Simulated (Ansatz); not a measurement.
# Calculations on Bi

## 1. A change

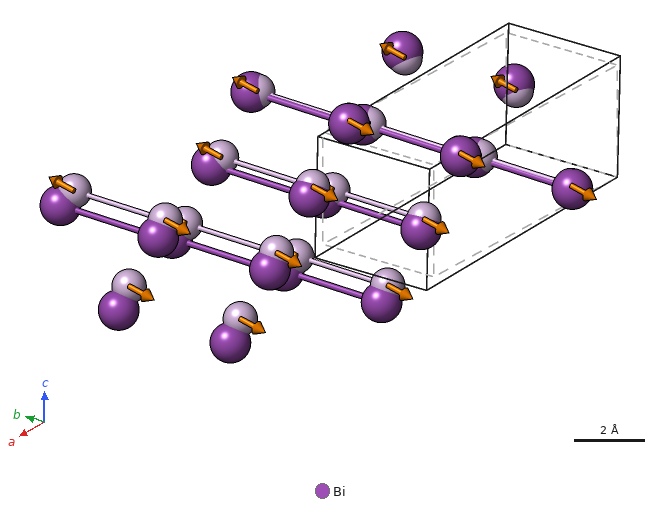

A symmetric starting cell of Bi, drawn pale, and a changed version of it, drawn solid. The orange arrows show how the atoms are displaced (without the part that the change of the cell carries along), magnified 10 times. Besides, the cell is strained by +9.3 % along [1 0 −3], +1.3 % along [2 0 3], +0.4 % along b (volume +11.3 %). Style: ball-and-stick. Shown: the conventional cell (2 times the calculation's cell), repeated 2 × 2 × 1 with one cell outlined, from a free direction. Lengths and directions refer to the drawn axes.

Computed with DFT PBEsol, scalar-relativistic, plane waves, PAW in Ansatz 0.2.0. (plane-wave cutoff 420 eV; k-point mesh 10 × 10 × 14; occupations gaussian; smearing width 0.1 eV; no spin polarisation)

How are the atoms displaced, and what does the calculation give?

Answer. Atoms are displaced by 0.10 Å relative to the cell. No relaxation follows. The starting cell wasn't computed here and needn't be at equilibrium, so pressure and forces aren't due to the change alone. Near-neighbour distances before and after: Bi–Bi 3.300 → 3.561 Å, Bi–Bi 3.314 → 3.561 Å, Bi–Bi 3.155 → 3.094 Å, Bi–Bi 3.207 → 3.217 Å. The space group stays C2/m (No. 12). The pressure is −2.8 GPa (not all of it need come from the change, since the unchanged cell can be under pressure at this level too). The principal stresses (compression positive) are −4.9 GPa along c and −1.7 GPa across it. The largest forces, 0.14 eV/Å, act on 2 Bi atoms of the calculation's cell. The forces point straight back along the displacements (cosine −0.99).

## 2. A change

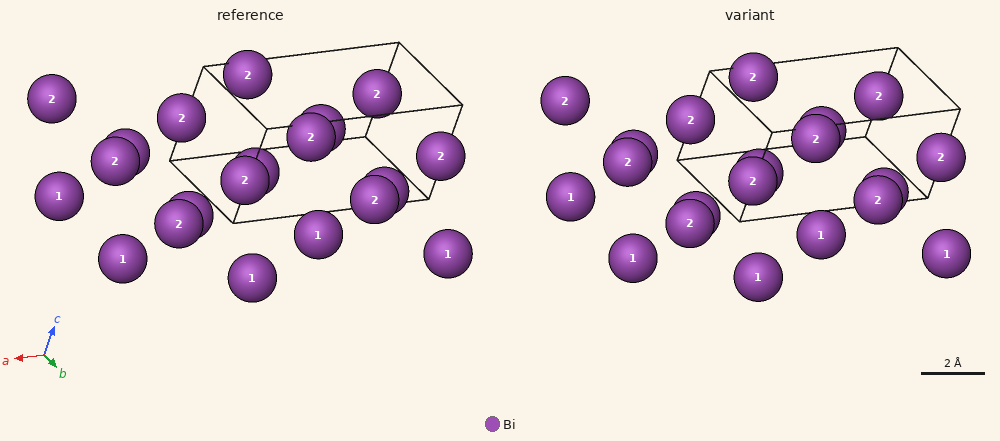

Left: a symmetric starting cell of Bi. Right: the same structure after one change, at the same scale. The picture is a spheres-only view of the conventional cell (2 times the calculation's cell), repeated 2 × 2 × 1 with one cell outlined, seen from a free direction. Lengths and directions refer to the drawn axes.

Theory: DFT PBEsol, scalar-relativistic, plane waves, PAW (Ansatz). Set-up: plane-wave cutoff 420 eV; k-point mesh 10 × 10 × 14; occupations gaussian; smearing width 0.1 eV; no spin polarisation.

Q: What distinguishes the right structure from the left one?

A: The cell is strained by −1.7 % along b, −3.8 % along a, −5.6 % roughly along [1 0 3] (volume −10.8 %) and atoms are displaced by 0.06 Å relative to the cell: Bi2 0.06 Å roughly along [−1 0 3]. No relaxation follows. The starting cell wasn't computed here and needn't be at equilibrium, so pressure and forces aren't due to the change alone.

Q: How do the computed properties respond?

A: Among the bonded contacts that change: Bi–Bi 3.770 → 3.529 Å, Bi–Bi 3.300 → 3.126 Å, Bi–Bi 3.314 → 3.156 Å, Bi–Bi 3.207 → 3.113 Å. The space group stays C2/m (No. 12). The pressure is 10.5 GPa (not all of it need come from the change, since the unchanged cell can be under pressure at this level too). The principal stresses (compression positive) are 12.0 GPa along c, 10.6 GPa along [3 0 2], 8.8 GPa along b. The largest forces, 0.14 eV/Å, act on Bi1 and Bi2; on Bi1 it points along [−1 0 −1]. The forces have little in common with the displacements (cosine −0.24).

## 3. Distortion

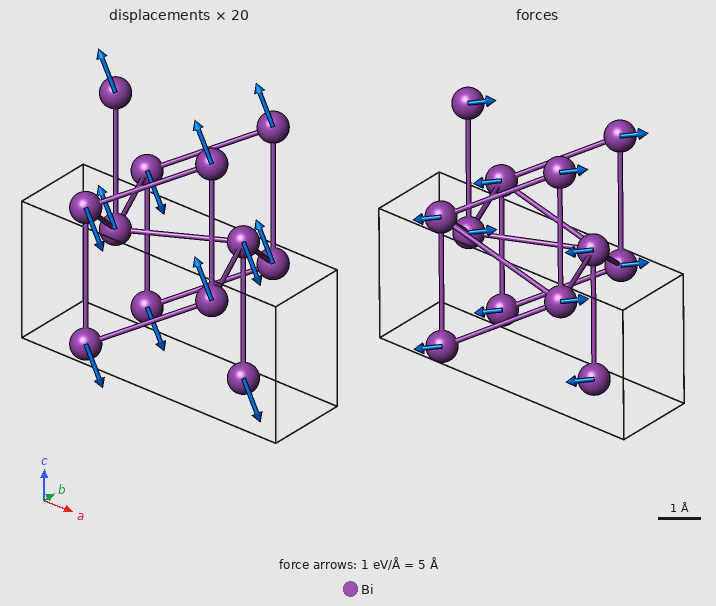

Left: a symmetric starting cell of Bi, with blue arrows for the displacements applied to it (without the part that the change of the cell carries along). Right: the displaced structure with the computed forces. Besides, the cell is strained by −1.7 % along b, −3.8 % along a, −5.6 % roughly along [1 0 3] (volume −10.8 %). The picture is a ball-and-stick view of the conventional cell (2 times the calculation's cell), repeated 1 × 1 × 2 with one cell outlined, seen slightly off an axis. Lengths and directions refer to the drawn axes.

The calculation used DFT PBEsol, scalar-relativistic, plane waves, PAW (Ansatz). Set-up: plane-wave cutoff 420 eV; k-point mesh 10 × 10 × 14; occupations gaussian; smearing width 0.1 eV; no spin polarisation.

**Describe the distortion and the response.**

Atoms are displaced by 0.06 Å relative to the cell. No relaxation follows. The starting cell wasn't computed here and needn't be at equilibrium, so pressure and forces aren't due to the change alone. Some distances before and after: Bi–Bi 3.770 → 3.529 Å, Bi–Bi 3.300 → 3.126 Å, Bi–Bi 3.314 → 3.156 Å, Bi–Bi 3.207 → 3.113 Å. The space group stays C2/m (No. 12). The pressure is 10.5 GPa (not all of it need come from the change, since the unchanged cell can be under pressure at this level too). The principal stresses (compression positive) are 12.0 GPa along c, 10.6 GPa along [3 0 2], 8.8 GPa along b. The largest forces, 0.14 eV/Å, act on 2 Bi atoms of the calculation's cell. The forces have little in common with the displacements (cosine −0.24).
